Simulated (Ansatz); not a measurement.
**PtS2: density, localisation and related maps**

Input

```
crystal:
  lattice:
    - [5.202754719, 0.0, 0.0]
    - [0.0, 5.202754719, 0.0]
    - [0.0, 0.0, 5.202754719]
  atoms:
    - { symbol: Pt, position: [0.0, 0.0, 0.0] }
    - { symbol: Pt, position: [0.5, 0.5, 0.5] }
    - { symbol: S, position: [0.75, 0.75, 0.75] }
    - { symbol: S, position: [0.25, 0.25, 0.75] }
    - { symbol: S, position: [0.75, 0.25, 0.25] }
    - { symbol: S, position: [0.25, 0.75, 0.25] }
basis:
  ecutwfc: 420
kpoints:
  mp_grid: { grid: [8, 8, 8] }
hamiltonian:
  xc: pbe
scf:
  occupations: { method: gaussian, width: 0.1 }
output:
  forces: true
  stress: true
  eigenvalues: true
  write_density: true
  write_potential: true
  elf: true
  volumetric_format: npy
relax:
  adjacent_minimum: "off"
  f_tol: 0.01
  max_steps: 80
  cell: { stress_tol: 0.05 }
```

Command:

```sh
ansatz run input.yaml --threads 1 --pin off --max-ram 2560MiB --backend cpu --events-out ev --progress --plain --runs-dir out
```

Below, planes, directions and counts refer to the conventional cell (a = 5.21 Å, b = 5.21 Å, c = 5.21 Å, α = 90.00°, β = 90.00°, γ = 90.00°).

The fields are those of the run's last geometry, not of the input's.

Space group Pn-3m; a structure generated by program, which may or may not match a known phase.

Computed with DFT PBE, scalar-relativistic, plane waves, PAW in Ansatz 0.2.0.

Core electrons are frozen (PAW), and the valence fields are smoothed inside the atomic spheres.

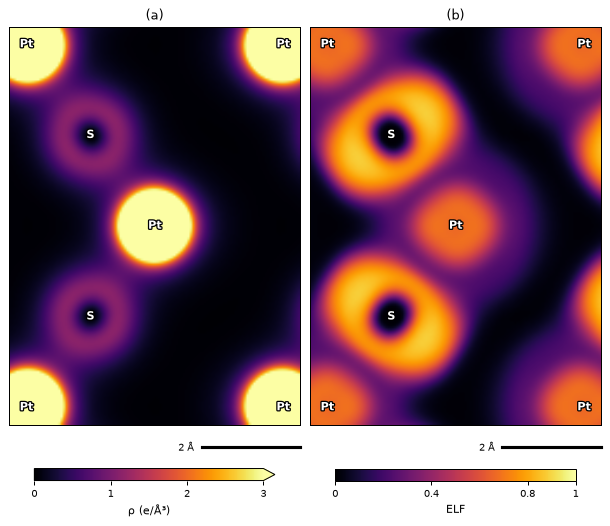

Figure 1. (a) valence electron density; (b) ELF on the (101) plane of the conventional cell.

Question: Interpret the plot.

Answer: Atoms in the plane: Pt and S.
Pt–S (2.25 Å): ρ at the midpoint is about 0.82 e/Å³; the ELF peaks at about 0.75 in the valence shell of S, 0.7 Å from its nucleus, and is about 0.40 at the midpoint.
Between the atoms the lowest density in this plane is 0.02 e/Å³.
The features right at Pt lie inside the PAW spheres, where the map follows smoothed inner orbitals and isn't to be read closely.

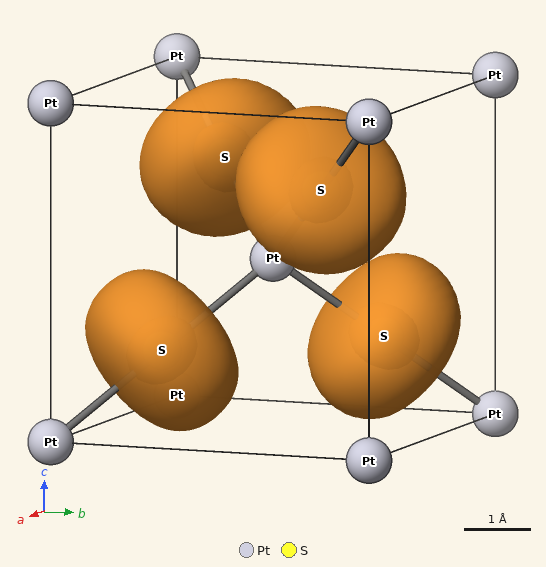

Figure 2. Isosurface of the electron localisation function at 0.65 (orange), seen slightly off an axis. Core shells and regions of very low density are left out. Sticks mark near contacts.

Question: Where are the electrons localised?

Answer: The ELF exceeds this value in four regions wrapped around S (the valence shell of each), counted in one cell of 6 atoms. Any copies at cell faces, edges or corners count once.

Question: Does the calculation give a band gap?

Answer: It is metallic or semimetallic at this level of theory: no gap opens; semilocal functionals without U, or without the true magnetic order, often close the gap of such compounds.
